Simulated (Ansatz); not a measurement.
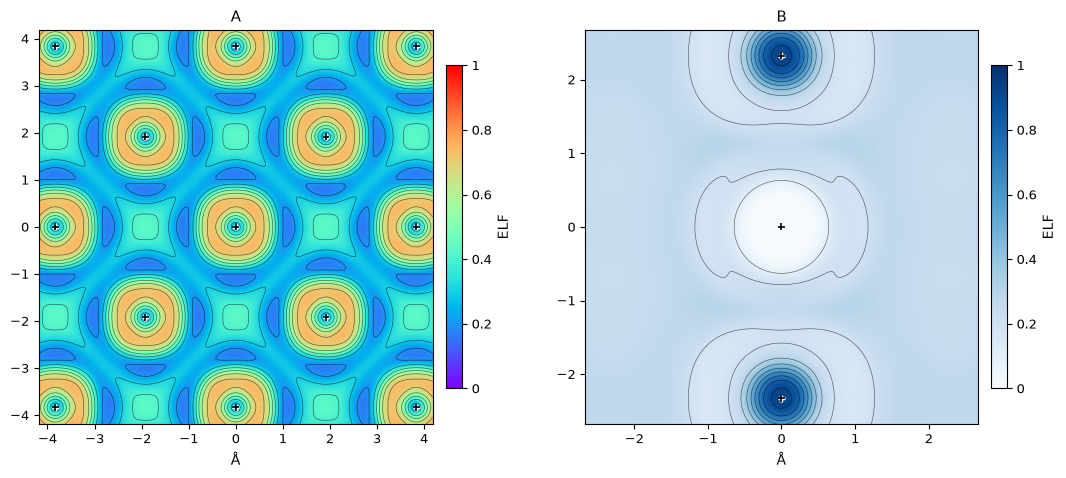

The electron localisation function of 2 systems, each on a plane through atoms (crosses mark nuclei in the plane).

These are results of DFT PBE, scalar-relativistic, plane waves, PAW in Ansatz, not measurements.

System 1: ZnCu, the (010) plane of the conventional cell. Space group R-3m; computed pressure about −3 GPa in this cell; computed without spin polarisation.

```
Zn Cu
1.0
     3.27389   -3.27389    0.00000
     0.00000    3.27389   -3.27389
     2.68492    2.68492    2.68492
Zn Cu
3 3
Direct
  0.33333 0.66667 0.16667
  0.00000 0.00000 0.50000
  0.66667 0.33333 0.83333
  0.00000 0.00000 0.00000
  0.66667 0.33333 0.33333
  0.33333 0.66667 0.66667
```

System 2: Mo, the (100) plane of the conventional cell. Space group Fm-3m; computed pressure about 40 GPa in this cell; computed without spin polarisation.

```
CELL_PARAMETERS angstrom
3.83513 0.00000 0.00000
0.00000 3.83513 0.00000
0.00000 0.00000 3.83513
ATOMIC_POSITIONS crystal
Mo 0.00000 0.00000 0.00000
Mo 0.50000 0.50000 0.00000
Mo 0.50000 0.00000 0.50000
Mo 0.00000 0.50000 0.50000
```

Match each panel to its system.

Answer. Panel A is system 2, Mo: the plane holds Mo. Mo–Mo (2.71 Å): the ELF is about 0.30 at the midpoint (no localised pair shows between them). Panel B is system 1, ZnCu: the plane holds Zn and Cu. Zn–Cu (2.33 Å): the ELF is about 0.25 at the midpoint: no localised pair shows between them.
